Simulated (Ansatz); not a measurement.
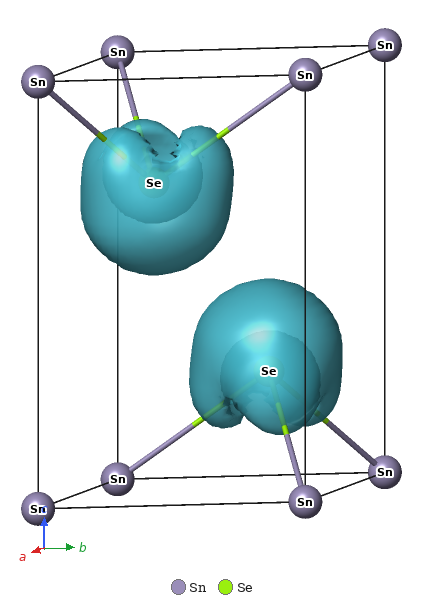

*SnSe2. Isosurface of the ELF at 0.75 (cyan), seen slightly off an axis. Only the valence region is drawn (cores and ρ < 0.01 e/Å³ removed). Sticks mark near contacts.*

Space group P-1.

Computed with DFT PBE+D3(BJ), scalar-relativistic, plane waves, PAW (Ansatz).

Core electrons are frozen (PAW), and the valence fields are smoothed inside the atomic spheres.

### Identify the bonds, lone pairs and shells in this picture.

The surface consists of two regions wrapped around Se (the valence shell of each), counted in one cell of 3 atoms. Regions shared between cells count once. Profiles from the grid: Sn–Se (2.72 Å): the ELF is about 0.60 at the midpoint.
